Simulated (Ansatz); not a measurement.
```
Al Ru
1.0
    -2.98262    2.98262    2.98262
     2.98262   -2.98262    2.98262
     2.98262    2.98262   -2.98262
Al Ru
4 4
Direct
  0.50000 0.00000 0.50000
  0.00000 0.50000 0.50000
  0.00000 0.00000 0.00000
  0.50000 0.50000 0.00000
  0.50000 0.50000 0.50000
  0.00000 0.00000 0.50000
  0.00000 0.50000 0.00000
  0.50000 0.00000 0.00000
```

Space group Pm-3m; computed without spin polarisation.

The calculation used DFT r2SCAN, scalar-relativistic, plane waves, PAW in Ansatz.

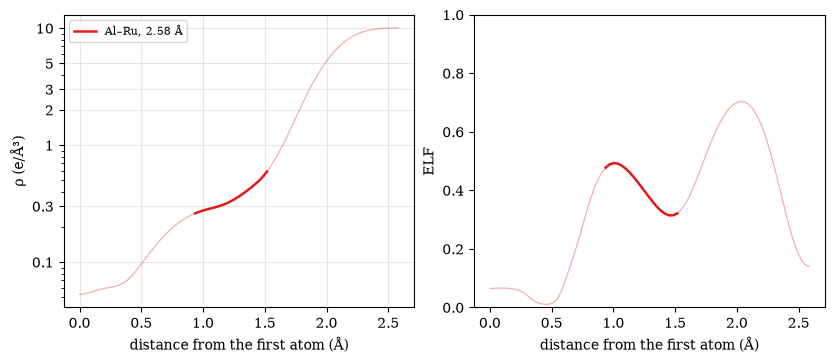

AlRu. Valence charge density (pseudo) and ELF along straight lines between neighbouring atoms. Thin, pale parts lie inside the atomic spheres.

Core electrons are frozen (PAW), and the valence fields are smoothed inside the atomic spheres.

> What can be read from the curves?

Al–Ru (2.58 Å): ρ is about 0.37 e/Å³ halfway; the ELF is about 0.40 at the midpoint.
